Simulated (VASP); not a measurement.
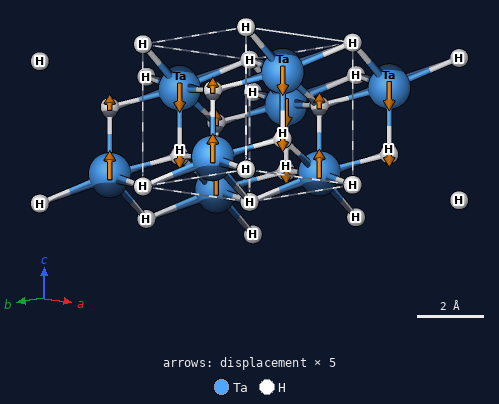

A relaxation of solid Ta2H3 (a generated structure, set up in P-3m1). The starting structure is drawn faded, the final one solid; orange arrows show the displacements, 5 times their true length.

Style: ball-and-stick. Shown: the cell of the calculation, repeated 2 × 2 × 1 with one cell outlined, from a free direction.

The run lets the atoms move in a fixed cell.

Theory: Kohn-Sham DFT of a periodic cell, LDA, VASP PAW LDA potentials, hard (VASP 6.6.1).

Input file:
```
SYSTEM = Ta2H3
PREC     = Accurate       ! precision mode
ENCUT    = 900            ! plane-wave cutoff, eV
EDIFF    = 1E-7           ! SCF threshold, eV
ISMEAR   = 0              ! smearing method
SIGMA    = 0.1            ! smearing width, eV
LREAL    = .False.        ! projectors in reciprocal space
LASPH    = .True.         ! aspherical terms in the spheres
NELM     = 60             ! most SCF steps
ALGO     = Normal         ! electronic algorithm
ISIF     = 2              ! what is computed and relaxed
LWAVE    = .False.        ! write WAVECAR
LCHARG   = .False.        ! write CHGCAR
GGA      = CA             ! functional
IBRION   = 2              ! ionic algorithm
NSW      = 40             ! ionic steps
EDIFFG   = -0.01          ! ionic threshold
```

Command:
```bash
ase convert -i cif -o vasp Ta2H3.cif POSCAR
cat potpaw_LDA.64/Ta_pv/POTCAR potpaw_LDA.64/H_h/POTCAR > POTCAR
mpirun -np 1 vasp_std > vasp.out
```

Question: What did the optimiser do to the structure, and how much energy did it gain?

Answer: The largest moves, 0.19 Å, are those of Ta atoms. Largest moves by element: Ta 0.19 Å, H 0.11 Å. The cell stays as it was. Some distances before and after: Ta–Ta 3.700 → 3.397 Å, Ta–Ta 2.580 → 2.812 Å, H–Ta 2.285 → 2.194 Å, H–Ta 2.301 → 2.384 Å. Among the angles between lasting bonds that change: Ta–H–Ta 68.5° → 75.7°, Ta–H–Ta 111.5° → 104.3°, Ta–H–Ta 107.3° → 114.1°. The space group stays P-3m1 (No. 164). Over 7 geometry steps the energy falls by 162 meV per atom. Largest force component: 4.4 eV/Å at the start, 0.0077 eV/Å at the end.
